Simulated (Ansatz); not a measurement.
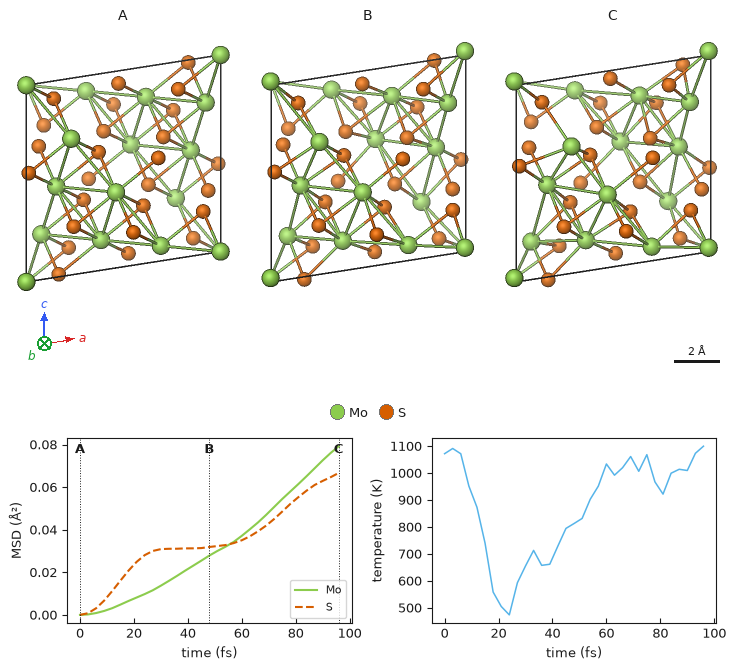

First-principles dynamics of a 39-atom cell of MoS$_{2}$ (set up in R-3m), 96 fs long. It starts from the last geometry of an earlier run, with fresh velocities. Frames (A at 0 fs, B at 48 fs, C at 96 fs) and the history of the run. A ball-and-stick model of the simulation cell, seen along the b axis. Bonds to atoms that aren't drawn are left out.

Level of theory: DFT PBE+D3(BJ), scalar-relativistic, plane waves, PAW in Ansatz 0.2.0. Run with plane-wave cutoff 420 eV; k-point mesh 3 × 3 × 3; Fermi-Dirac smearing 0.0948 eV; volume 1.03 times that of the relaxed crystal; Langevin thermostat (NVT); set temperature 1100 K; time step 3 fs; friction 0.02 per fs.

The input:
```yaml
crystal:
  lattice:
    - [4.7467261049, -4.567539324, 6.0179042012]
    - [1.582242035, 6.3945550537, 6.0179042012]
    - [-6.3289681398, -1.8270157296, 6.0179042012]
  atoms:
    - { symbol: Mo, position: [0.2307692308, 0.0769230769, 0.6923076923] }
    - { symbol: Mo, position: [1.0, 1.0, 1.0] }
    - { symbol: Mo, position: [0.4615384615, 0.1538461538, 0.3846153846] }
    - { symbol: Mo, position: [0.9230769231, 0.3076923077, 0.7692307692] }
    - { symbol: Mo, position: [0.1538461538, 0.3846153846, 0.4615384615] }
    - { symbol: Mo, position: [0.6153846154, 0.5384615385, 0.8461538462] }
    - { symbol: Mo, position: [0.3076923077, 0.7692307692, 0.9230769231] }
    - { symbol: Mo, position: [0.6923076923, 0.2307692308, 0.0769230769] }
    - { symbol: Mo, position: [0.3846153846, 0.4615384615, 0.1538461538] }
    - { symbol: Mo, position: [0.8461538462, 0.6153846154, 0.5384615385] }
    - { symbol: Mo, position: [0.0769230769, 0.6923076923, 0.2307692308] }
    - { symbol: Mo, position: [0.5384615385, 0.8461538462, 0.6153846154] }
    - { symbol: Mo, position: [0.7692307692, 0.9230769231, 0.3076923077] }
    - { symbol: S, position: [0.9870996896, 0.8332535358, 0.4486381512] }
    - { symbol: S, position: [0.7563304589, 0.7563304589, 0.7563304589] }
    - { symbol: S, position: [0.2178689204, 0.9101766127, 0.1409458435] }
    - { symbol: S, position: [0.679407382, 0.0640227666, 0.5255612281] }
    - { symbol: S, position: [0.9101766127, 0.1409458435, 0.2178689204] }
    - { symbol: S, position: [0.3717150743, 0.2947919973, 0.602484305] }
    - { symbol: S, position: [0.0640227666, 0.5255612281, 0.679407382] }
    - { symbol: S, position: [0.4486381512, 0.9870996896, 0.8332535358] }
    - { symbol: S, position: [0.1409458435, 0.2178689204, 0.9101766127] }
    - { symbol: S, position: [0.602484305, 0.3717150743, 0.2947919973] }
    - { symbol: S, position: [0.8332535358, 0.4486381512, 0.9870996896] }
    - { symbol: S, position: [0.2947919973, 0.602484305, 0.3717150743] }
    - { symbol: S, position: [0.5255612281, 0.679407382, 0.0640227666] }
    - { symbol: S, position: [0.4744387719, 0.320592618, 0.9359772334] }
    - { symbol: S, position: [0.2436695411, 0.2436695411, 0.2436695411] }
    - { symbol: S, position: [0.7052080027, 0.397515695, 0.6282849257] }
    - { symbol: S, position: [0.1667464642, 0.5513618488, 0.0129003104] }
    - { symbol: S, position: [0.397515695, 0.6282849257, 0.7052080027] }
    - { symbol: S, position: [0.8590541565, 0.7821310796, 0.0898233873] }
    - { symbol: S, position: [0.5513618488, 0.0129003104, 0.1667464642] }
    - { symbol: S, position: [0.9359772334, 0.4744387719, 0.320592618] }
    - { symbol: S, position: [0.6282849257, 0.7052080027, 0.397515695] }
    - { symbol: S, position: [0.0898233873, 0.8590541565, 0.7821310796] }
    - { symbol: S, position: [0.320592618, 0.9359772334, 0.4744387719] }
    - { symbol: S, position: [0.7821310796, 0.0898233873, 0.8590541565] }
    - { symbol: S, position: [0.0129003104, 0.1667464642, 0.5513618488] }
basis:
  ecutwfc: 420
kpoints:
  mp_grid: { grid: [3, 3, 3], shift: [0.0, 0.0, 0.0] }
hamiltonian:
  xc: pbe
  dispersion: d3bj
scf:
  occupations: { method: fermi_dirac, width: 0.0948 }
  lower_state_search: "off"
  convergence: { dr2_threshold: 1.0e-07 }
output:
  forces: true
  stress: true
md:
  timestep: 3.0
  n_steps: 32
  ensemble: nvt_langevin
  temperature: 1100.0
  initial_velocities: maxwell_boltzmann
  seed: 84868
  friction: 0.02
```

Command:
```bash
ansatz run input.yaml --threads 4 --pin off --max-ram 9216MiB --backend cpu --events-out ev --progress --plain --runs-dir out
```

### Describe the run.

Root-mean-square distances from the starting positions over the second half, with the common drift of all atoms taken out: Mo 0.23 Å, S 0.22 Å. The run lasts only 96 fs, too short to tell vibration from diffusion. The mean temperature in the second half is 986 K (standard deviation 79 K). The temperature is still climbing (660 K in the second quarter, 1019 K in the last), so the run isn't equilibrated. The potential energy is still drifting at the end, so the run hasn't reached equilibrium. The potential energy in the second half lies on average 82.1 meV per atom above the first frame. The mean pressure there is 1.8 GPa.

Cost: 47 min on 4 threads of Intel(R) Xeon(R) Processor @ 2.50GHz (Skylake/Cascade Lake), on a shared host, peak memory 4.3 GiB.
